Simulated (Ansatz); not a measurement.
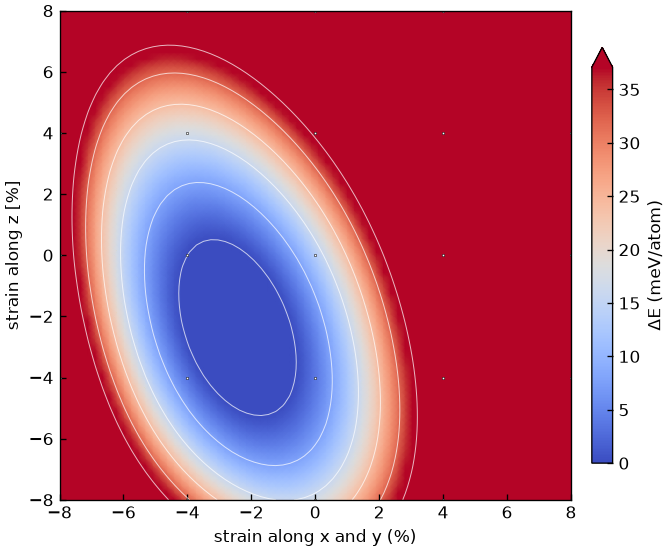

SrCl₂ (Fm-3m, No. 225; 3 atoms in the cell). The cell is strained homogeneously, by one strain along x and y and another along z, with fractional coordinates fixed (x, y and z along the cube axes). First axis: strain along x and y. Second axis: strain along z. The grid has 5 × 5 points. All energies are given in meV/atom relative to the lowest grid point. The reference cell is the one listed in the database, not relaxed at this level. These are results of DFT LDA, scalar-relativistic, plane waves, PAW (Ansatz), not measurements. Settings: cutoff 420 eV, k-mesh 6×6×6, gaussian smearing 0.05 eV, no spin polarisation.

Drawn: a smooth colour map with a few white contour lines, dots at the grid points, one colour for all values above the top of the scale. Between grid points the surface is interpolated.

Estimate the clamped-ion elastic constants that this map fixes.

With the cell volume of 84.7 Å³, the curvatures of the interpolated surface at its minimum give C₁₁ + C₂₂ + 2C₁₂ ≈ 210 GPa, C₃₃ ≈ 81 GPa and C₁₃ + C₂₃ ≈ 49 GPa (clamped ions, Cartesian axes of the cell). A stretch of 1 % along z with free sides (kept equal in x and y) would change the in-plane lengths by about −0.23 %.
